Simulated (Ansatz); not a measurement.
Single-point calculation of CoPdO2 (part 1 of 2)

CoPdO2 (R-3m, 4 atoms in the cell), computed with DFT, PBEsol, PAW with Ansatz's default frozen-core files, scalar-relativistic, spin-polarised (Ansatz 0.2.0).

The structure derives from a Materials Project entry. It belongs to a series of runs on one base structure; here: total moment held at 0 μB, PAW files. Figures and captions count atoms from 1; the log counts them from 0 in places.

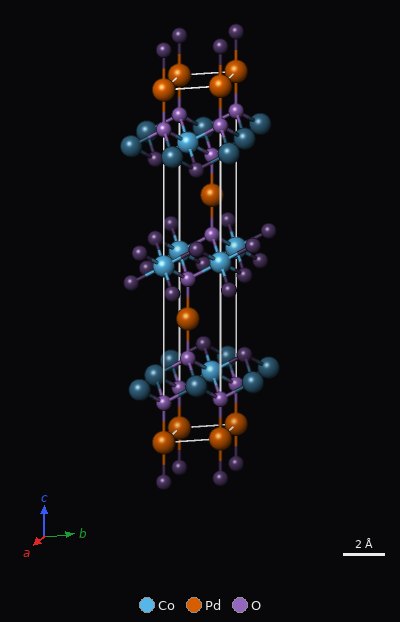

*The input geometry (ball-and-stick view of the cell 3 times as large as that of the calculation, set on its symmetry axes, seen slightly off an axis; neighbours outside the cell are drawn fainter). An atom can appear more than once, as a periodic image.*

Near neighbours in the periodic cell (some may lie outside the picture): Co has 6 O at 1.92 Å; Pd has 2 O at 2.01 Å; O has 3 Co at 1.92 Å and 1 Pd at 2.01 Å.

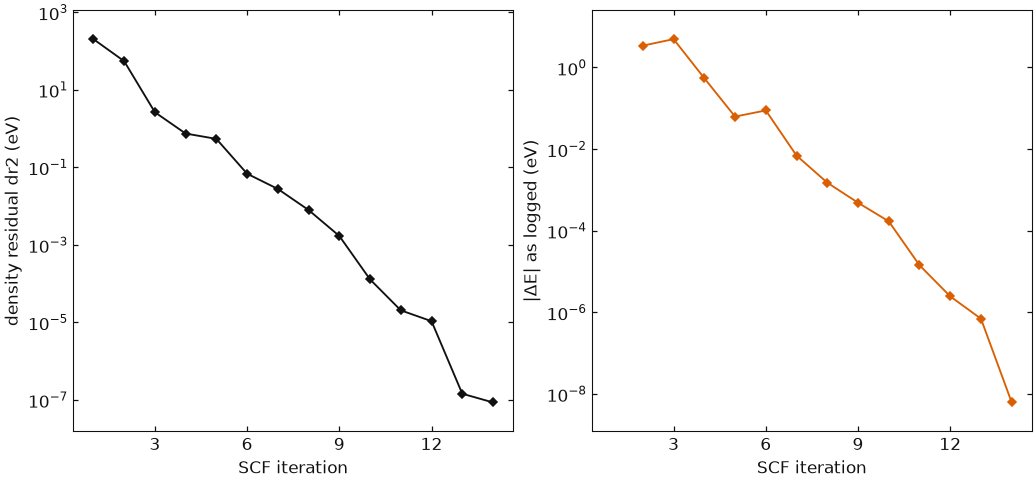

*Convergence of the self-consistent field: density residual dr2 and size of the energy change against the SCF iteration.*

The residual falls at every step.

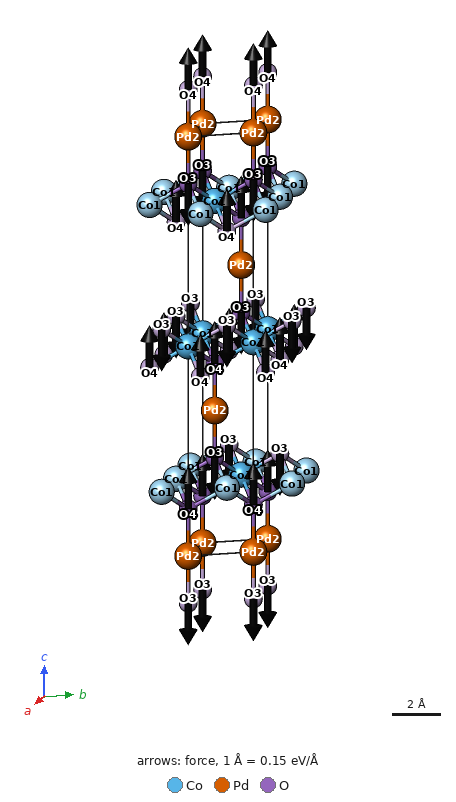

*Forces on the atoms as black arrows (ball-and-stick view of the cell 3 times as large as that of the calculation, set on its symmetry axes, seen slightly off an axis; neighbours outside the cell are drawn fainter; atoms are numbered from 1 in the order of the input).*

The largest act on O3, O4 (0.27 eV/Å). The geometry is not a stationary point of this energy.

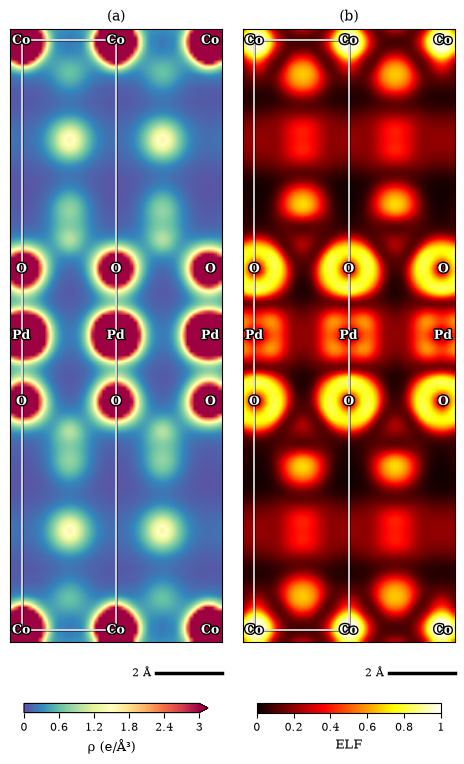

*(a) valence pseudo-density; (b) ELF on the (100) plane of the conventional cell.*

Atoms in the plane: Co, Pd and O. Pd–O (2.01 Å): the density is about 0.76 e/Å³ at the midpoint; the ELF is about 0.15 at the midpoint; no shared pair; the contact is polar. Away from the nuclei the density in this plane falls to 0.05 e/Å³ at its lowest. The strong features right at Co and Pd lie inside the PAW spheres (semicore, d or f shells) and say nothing about bonding. The fields are those of the smooth PAW valence density.

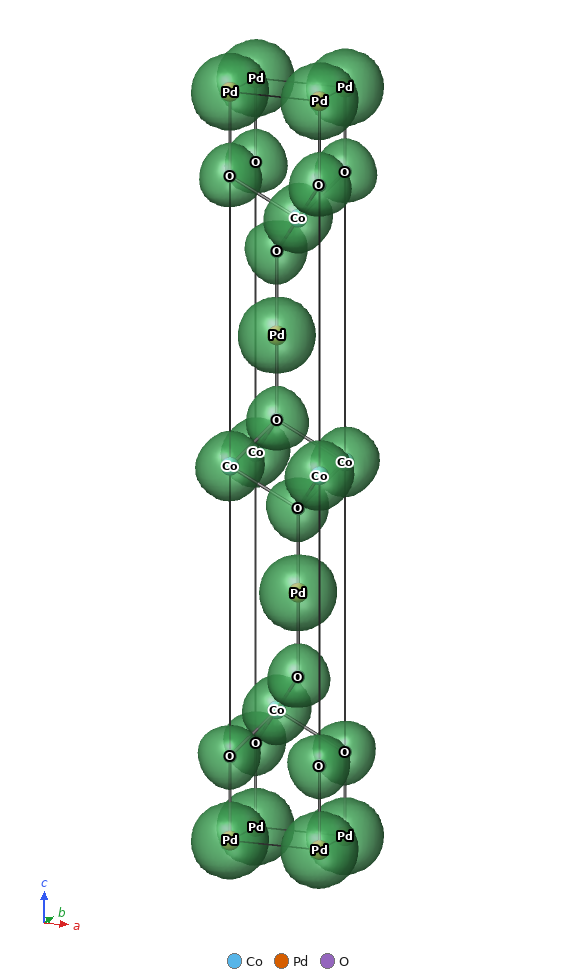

*Isosurface of the valence charge density (pseudo) at 1 e/Å³ (green), seen slightly off an axis. Sticks mark near contacts. The outline is the cell set on symmetry axes.*

At this value the density breaks into separate islands; it holds about 80 % of the electrons treated as valence (semicore included). It is pinched off along the Co–O (1.92 Å) and Pd–O (2.01 Å) contacts. On the grid the lowest density along these lines, outside the cores, is 0.72 e/Å³ (Co–O, 1.92 Å) and 0.75 e/Å³ (Pd–O, 2.01 Å).

The input and output of the run follow.

Input
```yaml
crystal:
  lattice:
    - [1.4316899074, 0.8265865534, 5.9577715763]
    - [-1.4316899074, 0.8265865534, 5.9577715763]
    - [0.0, -1.6531731068, 5.9577715763]
  atoms:
    - { symbol: Co, position: [0.5, 0.5, 0.5] }
    - { symbol: Pd, position: [0.0, 0.0, 0.0] }
    - { symbol: O, position: [0.887524, 0.887524, 0.887524] }
    - { symbol: O, position: [0.112476, 0.112476, 0.112476] }
magnetization:
  spin_polarized: true
  initial_magnetization: 0.0
  spin_locking: { lock_magnetization: hard }
kpoints:
  mp_grid: { grid: [12, 12, 12] }
scf:
  occupations: { method: fermi_dirac, width: 0.08 }
  lower_state_search: "off"
hamiltonian:
  xc: pbesol
  pseudopotentials: { kind: paw }
output:
  forces: true
  stress: true
  eigenvalues: true
  write_density: true
  write_potential: true
  elf: true
  volumetric_format: npy
```

Launched with:
```bash
ansatz run input.yaml --threads 2 --pin off --max-ram 6144MiB --backend cpu --events-out ev --progress --plain --runs-dir out
```

The program's output
```
Warning: output.stress: scf.convergence.dr2_threshold = 1e-7 eV (the SCF's general default) is looser than the 4e-10 eV advised for a printed stress (1e-10 eV for each atom of the cell: 4). What an SCF threshold leaves in a stress goes as its square root, and in the free energy as the threshold itself, and one threshold admits the most on a small cell: of the crystals measured, under no hybrid functional and no lock of the moments, on runs that ended without the residual-converged pass, on stresses that held no estimate of that error, the worst erred by over 100 MPa in a component at 1e-7 eV an atom and by under 5 at 1e-10. Set scf.convergence.dr2_threshold to 4e-10 eV or tighter. The threshold is an SCF's pass mark: one that does not reach it within its budget of iterations ends unconverged, or closes short of it on a stop that the run arms, and scf.convergence.dr2_threshold's page says what that costs each kind of run
basis.fft_grid_basis auto: the FFT boxes are laid along the combinations [[1, -1, 0], [0, 1, 0], [0, -1, 1]] of the cell's own vectors, 2.863, 6.183 and 2.863 Å long. The dense box has 20×45×20 points. Along the cell's own vectors, as sized, it would have 45×45×45, 5.06 times as many. Of the 12 symmetry operations that the crystal satisfies within crystal.symmetry.tolerance (time reversal apart; of a slab, those that keep its plane) the dense box along the cell's own vectors carries 12, and the one as laid loses 8 of those. basis.fft_grid_basis: typed keeps the cell's own vectors: state it where this run's energies or levels are differenced outside the engine with another run's, or held beside a run that keeps those vectors. Those combinations have planes normal to reciprocal vector 3, as the cell's own vectors have. Each planar average written beside output.write_density, output.write_potential has a row for each plane of the box: 20. The volumetric files lie along those combinations, not along the cell's own vectors: a cube or XSF file states them, and fields.json those of NumPy files.
Engine: ansatz 0.2.0, x86_64-unknown-linux-gnu
Pseudopotentials: kind: paw
Pseudopotential: Co, paw, valence charge 17, recommended cutoff 420 eV (normal), Co.paw.azcp
Pseudopotential: Pd, paw, valence charge 18, recommended cutoff 420 eV (normal), Pd.paw.azcp
Pseudopotential: O, paw, valence charge 6, recommended cutoff 420 eV (normal), O.paw.azcp
Functional definition: PBEsol
  exchange = pbesol_x
  correlation = pbesol_c
Crystal: 4 atoms, lattice volume = 42.303 Å³
Basis set: ecut = 420 eV, 829 PW (Γ), FFT grids on a1−a2, a2, −a2+a3, exchange–correlation on 40×90×40 points (8 copies of the dense FFT grid, shifted against one another)
Bands: 29, of which v1, the nominal top of the filled ones, is band 24 counted from 1 (23 counted from 0)
Symmetry: 12 space group operations
Space group: R-3m (ITA 166), of the structure as read, at distance tolerance 3.5e-5 Å
k-points: 189 of 1728
Non-local potential: Co, projectors of the file, l = 0: 3, l = 1: 2, l = 2: 3, l = 3: 1
Non-local potential: Pd, projectors of the file, l = 0: 2, l = 1: 2, l = 2: 2, l = 3: 1
Non-local potential: O, projectors of the file, l = 0: 2, l = 1: 2, l = 2: 1
PAW form: soft (Blöchl's): semilocal exchange-correlation on the pseudo side does not see the compensation charge
PAW frozen core: Co, regenerated for the run's functional, and the local potential with it (the file was generated under x = pbe(κ = 0.804, μ = 0.2195149727645171), c = pbe(β = 0.06672455060314922))
PAW frozen core: Pd, regenerated for the run's functional, and the local potential with it (the file was generated under x = pbe(κ = 0.804, μ = 0.2195149727645171), c = pbe(β = 0.06672455060314922))
PAW frozen core: O, regenerated for the run's functional, and the local potential with it (the file was generated under x = pbe(κ = 0.804, μ = 0.2195149727645171), c = pbe(β = 0.06672455060314922))
PAW one-centre angular grid: Co, 590 points (default); XC on 64 Gauss nodes
PAW one-centre angular grid: Pd, 590 points (default); XC on 64 Gauss nodes
PAW one-centre angular grid: O, 110 points (default); XC on 64 Gauss nodes
Initial density: superposition of atomic densities (chi_scale 0.1, normalization cell, long waves kept (reshape's long-wave potential 0.33 eV rms))
Initial wavefunctions: pseudopotential atomic-orbital guess
Functional: x = pbesol(κ = 0.804, μ = 0.12345679012345678), c = pbesol(β = 0.046)
```
